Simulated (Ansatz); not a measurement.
## Single-point calculation of Mg₅O₆

System: Mg₅O₆ (slab, 11 atoms in the cell).
Method: DFT, r2SCAN, plane waves, PAW, no spin polarisation (Ansatz 0.2.0).

The structure derives from an entry of the Crystallography Open Database.

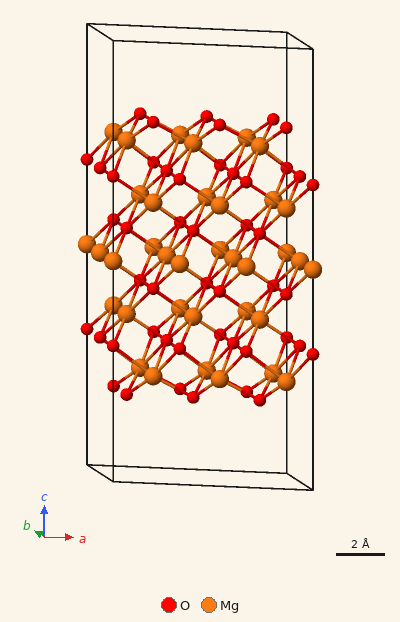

*The structure as given in the input (ball-and-stick view of the 3 × 2 repeat of the cell, with the vacuum cut short, seen slightly off an axis).*

Near neighbours in the crystal (not all of them lie inside the picture): O has 3 Mg at 1.96 Å; Mg has 6 O at 1.96 to 2.17 Å; O has 6 Mg at 2.07 to 2.17 Å.

## Key numbers

- outcome: converged
- electrons treated: 86
- free energy: −13052.9801 eV
- Fermi energy: −1.416 eV
- gap on the k-point mesh: none (metallic)
- largest force (length of the vector): 0.055 eV/Å
- hardware: 1 thread of Intel Xeon Gold (Sapphire Rapids), 64 GiB of memory available, shared host
- wall time: 40 s
- peak memory: 0.73 GiB

## Remarks

Settings chosen away from the usual ones: kpoints.mp_grid.shift set to [0.5, 0.5, 0.0]; basis.ecutwfc set to 400 eV (from 500). These settings are looser than, or depart from, a standard set-up, so the numbers are not reference values for this system. Warnings of the run: the cutoff is below the recommended one; the k-point mesh lowers the symmetry that the run can use.

## Input
```yaml
crystal:
  lattice:
    - [2.9728306127, 0.0, 0.0]
    - [-1.4864153063, 2.5745468317, 0.0]
    - [0.0, 0.0, 27.1365301546]
  atoms:
    - { symbol: O, position: [0.3333333333, 0.6666666667, 0.2840381271] }
    - { symbol: Mg, position: [0.6666666667, 0.3333333333, 0.3185866772] }
    - { symbol: O, position: [0.0, 0.0, 0.3674989393] }
    - { symbol: Mg, position: [0.3333333333, 0.6666666667, 0.4101163911] }
    - { symbol: O, position: [0.6666666667, 0.3333333333, 0.45553814] }
    - { symbol: Mg, position: [0.0, 0.0, 0.5000030329] }
    - { symbol: O, position: [0.3333333333, 0.6666666667, 0.5444590372] }
    - { symbol: Mg, position: [0.6666666667, 0.3333333333, 0.5898888548] }
    - { symbol: O, position: [0.0, 0.0, 0.6325055718] }
    - { symbol: Mg, position: [0.3333333333, 0.6666666667, 0.6814055571] }
    - { symbol: O, position: [0.6666666667, 0.3333333333, 0.7159596715] }
basis:
  ecutwfc: "400 eV"
kpoints:
  mp_grid: { grid: [9, 9, 1], shift: [0.5, 0.5, 0.0] }
hamiltonian:
  xc: r2scan
scf:
  occupations: { method: gaussian, width: 0.05 }
output:
  forces: true
  eigenvalues: true
efield:
  axis: 3
  dipole_correction: true
  ramp_width: 0.04
```

Run as:
```bash
ansatz run input.yaml --threads 1 --pin off --max-ram 2560MiB --backend cpu --events-out ev --progress --plain --runs-dir out
```

## The program's output
```
Warning: basis.ecutwfc = 400 eV is below the records' recommended 500 eV, and the density's cutoff is lower with it unless basis.ecutrho_ratio is high enough to keep the records' density cutoff: compare with a run at a higher cutoff
Warning: crystal.symmetry: narrowed to the stabiliser of the k-point mesh — unitary ops 6 → 2; excluded 4 operations that carry a point of the 9×9×1 mesh (shift [0.5, 0.5, 0]) off the mesh (the run samples exactly the mesh kpoints.mp_grid names, as under crystal.symmetry.detect: false, and its converged state has the mesh's symmetry, not the crystal's; ε∞, the Born charges and the force constants of a linear response (`dielectric:` by the response, `phonons.method: dfpt`) are averaged over those of the crystal's operations that the state keeps within a tolerance, where `mesh_tensors`, `unaveraged_element` or `gamma_mean_max_change_ev_ang2` stands beside them; a row that `dielectric.field_direction` solves alone is averaged likewise, with nothing beside; a Γ-centred mesh of equal divisions is mapped onto itself by every operation and keeps the whole group, as does a half-shifted one under kpoints.further_shifts: images)
Engine: ansatz 0.2.0, x86_64-unknown-linux-gnu
Pseudopotentials: kind: paw
Pseudopotential: O, paw, valence charge 6, recommended cutoff 500 eV (meta_gga), O.paw.azcp
Pseudopotential: Mg, paw, valence charge 10, recommended cutoff 500 eV (meta_gga), Mg.paw.azcp
Functional definition: r2SCAN
  parameter k0 = 0.174
  parameter k1 = 0.065
  parameter a1 = 4.9479
  exchange = r2scan_x(k0 = k0, k1 = k1, a1 = a1)
  correlation = r2scan_c
Crystal: 11 atoms, lattice volume = 207.695 Å³
Basis set: ecut = 400 eV, 3749 PW (Γ), exchange–correlation on 80×80×720 points (64 copies of the dense FFT grid, shifted against one another)
Bands: 54, of which v1, the nominal top of the filled ones, is band 43 counted from 1 (42 counted from 0)
Symmetry: 2 space group operations
k-points: 25 of 81 (time reversal used)
Non-local potential: O, projectors of the file, l = 0: 2, l = 1: 2, l = 2: 1
Non-local potential: Mg, projectors of the file, l = 0: 3, l = 1: 2, l = 2: 1
PAW form: soft (Blöchl's): semilocal exchange-correlation on the pseudo side does not see the compensation charge
PAW frozen core: O, regenerated for the run's functional (the file was generated under x = pbe(κ = 0.804, μ = 0.2195149727645171), c = pbe(β = 0.06672455060314922))
PAW frozen core: Mg, regenerated for the run's functional (the file was generated under x = pbe(κ = 0.804, μ = 0.2195149727645171), c = pbe(β = 0.06672455060314922))
PAW one-centre angular grid: O, 302 points (default); XC on 160 Gauss nodes
PAW one-centre angular grid: Mg, 302 points (default); XC on 224 Gauss nodes
Initial density: superposition of atomic densities (neutral atoms: chi_scale 0, normalization atom), corrected by the library's trained network
Initial wavefunctions: pseudopotential atomic-orbital guess
Functional: x = r2scan, c = r2scan; τ floored in thin density (d = 2e-4 eV/Å³)
SCF iter   1: F=—  HF=-13052.631561 eV  |F-HF|=—  |Δ(HF+E_count)|=         —  Δρ=1.53e-2  dr2=8.00e-1  dr2_τ=3.24e-1  ethr=1.77e-3  p=-0.000 e·Å  D=-1.87e-5 V/Å  ΔV_dip=0.00 eV  dr2_dipole=5.06e-5  V_vac-E_F(+/−)=9.35/9.35 eV  ⟨swp⟩=11.6  Hψ=7649  notcnv=0  defer=40
efield: sawtooth ramp at fractional position 0.9800 (placed from the atoms, in the widest stretch of the axis that holds none; the zero of the levels goes with the place), width 0.0400; the density the first Hamiltonian is built on has a dipole p = -0.000 e·Å; the dipole correction subtracts the counter field D = -1.87e-5 V/Å, which shifts the + side's vacuum level by +0.00 eV against the − side's; the planar-averaged density in the ramp window peaks in size at 6.0e-6 e/Å³
preconditioner: auto → LDOS  [metal: Δε(μ)=0.005 eV  Ē_g=16.253 eV  σ=0.050 eV  W_gap=0.05  n_scr=20 (ndim 8)  ℏωp=17.5 eV  f_vac=0.486  D(μ)=15.78/eV (n_scr^D=182)  β→1.0]
SCF iter   2: F=—  HF=-13053.005265 eV  |F-HF|=—  |Δ(HF+E_count)|=   3.74e-1  Δρ=1.64e-2  dr2=2.07e-1  dr2_τ=2.08e-2  ethr=9.30e-4  p=-0.000 e·Å  D=-3.69e-5 V/Å  ΔV_dip=0.00 eV  dr2_dipole=6.75e-4  V_vac-E_F(+/−)=9.48/9.48 eV  ⟨swp⟩=3.5  Hψ=2728  notcnv=0  defer=97
SCF iter   3: F=—  HF=-13052.990614 eV  |F-HF|=—  |Δ(HF+E_count)|=   1.47e-2  Δρ=5.93e-3  dr2=1.57e-1  dr2_τ=3.13e-3  ethr=2.41e-4  p=-0.000 e·Å  D=-4.13e-5 V/Å  ΔV_dip=0.00 eV  dr2_dipole=8.12e-5  V_vac-E_F(+/−)=9.56/9.56 eV  ⟨swp⟩=2.4  Hψ=1480  notcnv=0  defer=97
SCF iter   4: F=—  HF=-13052.988219 eV  |F-HF|=—  |Δ(HF+E_count)|=   2.40e-3  Δρ=4.57e-3  dr2=1.08e-1  dr2_τ=9.55e-4  ethr=1.83e-4  p=-0.000 e·Å  D=-3.12e-5 V/Å  ΔV_dip=0.00 eV  dr2_dipole=1.04e-4  V_vac-E_F(+/−)=9.58/9.58 eV  ⟨swp⟩=2.4  Hψ=1406  notcnv=0  defer=97
SCF iter   5: F=—  HF=-13052.982271 eV  |F-HF|=—  |Δ(HF+E_count)|=   5.95e-3  Δρ=3.18e-3  dr2=4.70e-2  dr2_τ=5.46e-4  ethr=1.25e-4  p=-0.000 e·Å  D=-2.77e-5 V/Å  ΔV_dip=0.00 eV  dr2_dipole=2.18e-5  V_vac-E_F(+/−)=9.64/9.64 eV  ⟨swp⟩=2.1  Hψ=1618  notcnv=0  defer=97
SCF iter   6: F=—  HF=-13052.980007 eV  |F-HF|=—  |Δ(HF+E_count)|=   2.26e-3  Δρ=1.69e-3  dr2=1.41e-2  dr2_τ=1.88e-4  ethr=5.47e-5  p=-0.000 e·Å  D=-1.63e-5 V/Å  ΔV_dip=0.00 eV  dr2_dipole=1.03e-3  V_vac-E_F(+/−)=9.68/9.68 eV  ⟨swp⟩=2.4  Hψ=1752  notcnv=0  defer=92
SCF iter   7: F=—  HF=-13052.979869 eV  |F-HF|=—  |Δ(HF+E_count)|=   1.38e-4  Δρ=9.59e-4  dr2=4.78e-3  dr2_τ=7.45e-5  ethr=1.64e-5  p=-0.000 e·Å  D=-2.49e-5 V/Å  ΔV_dip=0.00 eV  dr2_dipole=3.88e-4  V_vac-E_F(+/−)=9.70/9.70 eV  ⟨swp⟩=2.1  Hψ=1677  notcnv=0  defer=97
SCF iter   8: F=—  HF=-13052.980019 eV  |F-HF|=—  |Δ(HF+E_count)|=   1.50e-4  Δρ=5.09e-4  dr2=9.80e-4  dr2_τ=2.67e-5  ethr=5.56e-6  p=-0.000 e·Å  D=-1.64e-5 V/Å  ΔV_dip=0.00 eV  dr2_dipole=3.45e-8  V_vac-E_F(+/−)=9.71/9.71 eV  ⟨swp⟩=1.8  Hψ=1456  notcnv=0  defer=97
SCF iter   9: F=—  HF=-13052.980010 eV  |F-HF|=—  |Δ(HF+E_count)|=   9.44e-6  Δρ=2.24e-4  dr2=1.45e-4  dr2_τ=3.41e-6  ethr=1.14e-6  p=-0.000 e·Å  D=-2.74e-5 V/Å  ΔV_dip=0.00 eV  dr2_dipole=1.77e-6  V_vac-E_F(+/−)=9.72/9.72 eV  ⟨swp⟩=2.0  Hψ=1557  notcnv=0  defer=97
SCF iter  10: F=—  HF=-13052.979999 eV  |F-HF|=—  |Δ(HF+E_count)|=   1.04e-5  Δρ=1.49e-4  dr2=5.95e-5  dr2_τ=1.70e-6  ethr=1.68e-7  p=-0.000 e·Å  D=-2.40e-5 V/Å  ΔV_dip=0.00 eV  dr2_dipole=2.09e-6  V_vac-E_F(+/−)=9.71/9.71 eV  ⟨swp⟩=2.0  Hψ=1474  notcnv=0  defer=97
SCF iter  11: F=—  HF=-13052.980053 eV  |F-HF|=—  |Δ(HF+E_count)|=   5.37e-5  Δρ=7.97e-5  dr2=2.19e-5  dr2_τ=9.02e-7  ethr=6.92e-8  p=-0.000 e·Å  D=-2.52e-5 V/Å  ΔV_dip=0.00 eV  dr2_dipole=9.40e-6  V_vac-E_F(+/−)=9.71/9.71 eV  ⟨swp⟩=2.0  Hψ=1715  notcnv=0  defer=97
SCF iter  12: F=—  HF=-13052.980056 eV  |F-HF|=—  |Δ(HF+E_count)|=   3.09e-6  Δρ=5.19e-5  dr2=1.08e-5  dr2_τ=1.99e-7  ethr=2.54e-8  p=-0.000 e·Å  D=-2.24e-5 V/Å  ΔV_dip=0.00 eV  dr2_dipole=3.88e-6  V_vac-E_F(+/−)=9.71/9.71 eV  ⟨swp⟩=1.6  Hψ=1443  notcnv=0  defer=97
SCF iter  13: F=—  HF=-13052.980056 eV  |F-HF|=—  |Δ(HF+E_count)|=   2.02e-7  Δρ=2.05e-5  dr2=4.01e-6  dr2_τ=5.57e-8  ethr=1.25e-8  p=-0.000 e·Å  D=-2.14e-5 V/Å  ΔV_dip=0.00 eV  dr2_dipole=2.19e-6  V_vac-E_F(+/−)=9.71/9.71 eV  ⟨swp⟩=1.4  Hψ=1346  notcnv=0  defer=97
SCF iter  14: F=—  HF=-13052.980056 eV  |F-HF|=—  |Δ(HF+E_count)|=   3.82e-7  Δρ=2.01e-5  dr2=1.54e-6  dr2_τ=2.26e-8  ethr=4.67e-9  p=-0.000 e·Å  D=-2.04e-5 V/Å  ΔV_dip=0.00 eV  dr2_dipole=3.36e-9  V_vac-E_F(+/−)=9.71/9.71 eV  ⟨swp⟩=1.8  Hψ=1495  notcnv=0  defer=97
SCF iter  15: F=—  HF=-13052.980056 eV  |F-HF|=—  |Δ(HF+E_count)|=   2.04e-7  Δρ=8.42e-6  dr2=9.30e-7  dr2_τ=7.63e-9  ethr=1.79e-9  p=-0.000 e·Å  D=-1.96e-5 V/Å  ΔV_dip=0.00 eV  dr2_dipole=4.49e-7  V_vac-E_F(+/−)=9.71/9.71 eV  ⟨swp⟩=1.7  Hψ=1370  notcnv=0  defer=97
SCF iter  16: F=—  HF=-13052.980056 eV  |F-HF|=—  |Δ(HF+E_count)|=   9.21e-8  Δρ=5.45e-6  dr2=1.30e-7  dr2_τ=2.04e-9  ethr=1.08e-9  p=-0.000 e·Å  D=-1.93e-5 V/Å  ΔV_dip=0.00 eV  dr2_dipole=3.40e-9  V_vac-E_F(+/−)=9.71/9.71 eV  ⟨swp⟩=1.2  Hψ=1306  notcnv=0  defer=97
iter 17 met the thresholds in force, and the SCF goes on: an eigenvalue changes by 23.79 meV, over its tolerance of 10.00 meV (output.eigenvalues, Limitations)
SCF iter  17: F=-13052.980056 eV  HF=-13052.980056 eV  |F-HF|=1.04e-8  |Δ(HF+E_count)|=   6.77e-8  Δρ=2.71e-6  dr2=5.53e-8  dr2_τ=6.79e-10  ethr=1.16e-10  p=-0.000 e·Å  D=-1.95e-5 V/Å  ΔV_dip=0.00 eV  dr2_dipole=2.18e-8  V_vac-E_F(+/−)=9.71/9.71 eV  ⟨swp⟩=17.8  Hψ=6625  notcnv=0
iter 18 met the thresholds in force, and the SCF goes on: an eigenvalue changes by 16.68 meV, over its tolerance of 10.00 meV (output.eigenvalues, Limitations)
SCF iter  18: F=-13052.980056 eV  HF=-13052.980056 eV  |F-HF|=2.26e-8  |Δ(HF+E_count)|=   5.00e-8  Δρ=1.05e-6  dr2=9.08e-9  dr2_τ=1.22e-10  ethr=6.44e-11  p=-0.000 e·Å  D=-1.98e-5 V/Å  ΔV_dip=0.00 eV  dr2_dipole=2.56e-9  V_vac-E_F(+/−)=9.71/9.71 eV  ⟨swp⟩=6.2  Hψ=4499  notcnv=0
Mixer restart at iter 18: flushing history
SCF iter  19: F=-13052.972369 eV  HF=-13052.980063 eV  |F-HF|=7.69e-3  |Δ(HF+E_count)|=   6.92e-6  Δρ=4.24e-4  dr2=4.40e-3  dr2_τ=2.64e-5  ethr=1.06e-11  p=-0.000 e·Å  D=-8.66e-5 V/Å  ΔV_dip=0.00 eV  dr2_dipole=3.34e-3  V_vac-E_F(+/−)=9.71/9.71 eV  ⟨swp⟩=3.0  Hψ=2427  notcnv=0  κ⁻¹=1.0e0(r=1)
SCF iter  20: F=-13052.980054 eV  HF=-13052.980057 eV  |F-HF|=2.42e-6  |Δ(HF+E_count)|=   6.81e-6  Δρ=1.67e-5  dr2=2.07e-6  dr2_τ=3.28e-8  ethr=1.06e-11  p=-0.000 e·Å  D=-1.83e-5 V/Å  ΔV_dip=0.00 eV  dr2_dipole=4.20e-7  V_vac-E_F(+/−)=9.71/9.71 eV  ⟨swp⟩=2.5  Hψ=2231  notcnv=0  κ⁻¹=5.6e-5(r=2)
SCF iter  21: F=-13052.980056 eV  HF=-13052.980057 eV  |F-HF|=2.48e-8  |Δ(HF+E_count)|=   7.87e-8  Δρ=9.46e-7  dr2=1.54e-8  dr2_τ=1.32e-10  ethr=1.06e-11  p=-0.000 e·Å  D=-1.95e-5 V/Å  ΔV_dip=0.00 eV  dr2_dipole=9.55e-9  V_vac-E_F(+/−)=9.71/9.71 eV  ⟨swp⟩=7.8  Hψ=5571  notcnv=0
SCF 1 converged in 21 iterations: F = -13052.980056 eV  dr2 = 1.54e-8
  greatest PAW one-centre occupation: 1.000 electrons in one spin orbital (limit 2), on the Mg atom at site 9 (counted from 0), in its partial waves of l = 0
SCF converged after 21 iterations
an eigenvalue changed by more than its tolerance at an iteration that met the thresholds in force, so the SCF went on 2 times, its first undamped step at iteration 18: the last check found none over its tolerance
Free energy (F): -13052.980056 eV
Harris-Foulkes:  -13052.980057 eV  (|F-HF|=2.48e-8)
Internal energy: -13052.954872 eV  (E = F + TS)
E sigma→0 (E₀):  -13052.967464 eV
Entropy (-TS):   -0.025184 eV (-2.289 meV/atom)
Fermi energy:    -1.416298 eV
Dipole field:    D = 0.000110 V/Å  (p = 0.000126 e·Å, saw-weighted, corrected)
Work function:   Φ+ = 9.7109 eV   Φ− = 9.7138 eV
Levels:          The Fermi level and band energies are counted from a zero that moves with the ramp; work functions are not
--- Per-component energies (eV) ---
  E_band       = -2336.140406
  E_kinetic    = 1453.228613
  E_local      = -116706.122255  (includes V_loc(G=0)·N_el)
  E_nonlocal   = 761.052255
  E_hartree    = 56687.929855
  E_xc         = -585.237296
  E_vxc        = -846.052762  (∫ρ·V_xc dr)
  E_paw        = -2437.006902  (= ΣΔE_a)
  E_vpaw       = -430.108645  (= ΣTr[D̂ρ^β])
  E_aug_tail   = 0.014753  (compensation charges beyond the density's cutoff)
  E_vtau       = 55.988570  (kinetic-family band-sum trace: ∫τ·v_τ [+ j·A + Jᵃ·Aᵃ] dr)
  E_efield     = 0.000000  (sawtooth field / dipole correction)
  E_vefield    = -0.000000  (∫n·V_field dr)
  E_ewald      = 47773.508792
  E_core_change = -0.322686  (= ΣΔE_core)
  E_smearing   = -0.025184  (= −TS)
  E_closure    = -0.000000  (closes the sum)
  Σ components = -13052.980056   (vs F -13052.980056, Δ=0.00e0)
--- Forces (eV/Å), atoms counted from 1 ---
  atom   1  O     -0.00775056     0.00447479     0.05416737
  atom   2  Mg     0.00898413    -0.00518699    -0.03784912
  atom   3  O     -0.00210060     0.00121278    -0.02202674
  atom   4  Mg     0.00109716    -0.00063345     0.01145325
  atom   5  O     -0.00021679     0.00012517    -0.01206211
  atom   6  Mg    -0.00000011     0.00000006    -0.00122829
  atom   7  O      0.00021596    -0.00012469     0.01449644
  atom   8  Mg    -0.00109260     0.00063081    -0.01301749
  atom   9  O      0.00210258    -0.00121393     0.01969578
  atom  10  Mg    -0.00896572     0.00517636     0.04024918
  atom  11  O      0.00772652    -0.00446091    -0.05388485
  max |Σ_I F_I| component: 6.59e-6 eV/Å
--- Band table (eV; the first three rows and the last of 25) ---
  k-point 0: bands = ["-76.6659", "-76.5389", "-76.5376", "-75.6989", "-75.6985", "-41.7988", "-41.7600", "-41.7554", "-41.6647", "-41.6586", "-41.6335", "-41.6322", "-41.6292", "-41.6279", "-40.8214", "-40.8211", "-40.7968", "-40.7965", "-40.7925", "-40.7922", "-19.8444", "-19.5495", "-19.1843", "-18.8544", "-18.1140", "-18.1012", "-5.9310", "-5.0881", "-4.0714", "-3.0736", "-2.7063", "-2.5040", "-2.4138", "-2.4018", "-2.2697", "-2.1033", "-2.0270", "-1.9092", "-1.6039", "-1.5789", "-1.3322", "-1.2441", "-1.1949", "-1.1936", "5.0704", "6.2087", "7.1486", "7.5432", "8.2965", "8.3828", "8.9686", "9.6351", "10.2900", "11.1632"]
  k-point 1: bands = ["-76.6644", "-76.5375", "-76.5362", "-75.6973", "-75.6970", "-41.7941", "-41.7771", "-41.7595", "-41.6605", "-41.6571", "-41.6499", "-41.6480", "-41.6332", "-41.6319", "-40.8198", "-40.8195", "-40.8135", "-40.8132", "-40.7969", "-40.7966", "-19.5776", "-19.3117", "-18.9929", "-18.7252", "-18.0019", "-17.9951", "-5.6042", "-4.9975", "-4.3562", "-3.7839", "-3.4821", "-3.4086", "-2.9064", "-2.6610", "-2.4915", "-2.4258", "-2.2397", "-2.1740", "-2.0372", "-2.0129", "-1.3956", "-1.3657", "-1.3374", "-1.3243", "6.2027", "7.2155", "8.1382", "8.6102", "9.0205", "9.1209", "9.7135", "10.4038", "10.8909", "11.3648"]
  k-point 2: bands = ["-76.6625", "-76.5356", "-76.5343", "-75.6953", "-75.6950", "-41.7992", "-41.7880", "-41.7649", "-41.6720", "-41.6700", "-41.6553", "-41.6527", "-41.6385", "-41.6371", "-40.8407", "-40.8404", "-40.8122", "-40.8119", "-40.8025", "-40.8022", "-19.1879", "-18.9740", "-18.7339", "-18.5674", "-17.8527", "-17.8511", "-5.3358", "-5.2964", "-4.9191", "-4.6875", "-4.4263", "-3.9038", "-3.3477", "-2.9743", "-2.8890", "-2.7179", "-2.5065", "-2.4512", "-2.3424", "-2.3022", "-1.5247", "-1.5229", "-1.4651", "-1.4340", "7.3349", "8.2622", "9.1410", "9.4674", "10.0067", "10.1848", "10.3514", "10.9101", "11.1986", "11.4121"]
  k-point 24: bands = ["-76.6608", "-76.5339", "-76.5325", "-75.6934", "-75.6931", "-41.8207", "-41.7828", "-41.7687", "-41.6934", "-41.6901", "-41.6517", "-41.6492", "-41.6422", "-41.6409", "-40.8651", "-40.8648", "-40.8078", "-40.8075", "-40.8062", "-40.8059", "-18.7032", "-18.6146", "-18.5006", "-18.4808", "-17.7110", "-17.7109", "-6.2192", "-5.7736", "-5.6667", "-5.4343", "-4.3653", "-4.2322", "-3.4333", "-3.1535", "-3.0880", "-2.8687", "-2.6791", "-2.6303", "-2.5678", "-2.4934", "-1.6211", "-1.6201", "-1.5750", "-1.5448", "7.7457", "8.7320", "8.9744", "9.4156", "9.8983", "10.8188", "11.5769", "11.6270", "11.7915", "12.5139"]
```
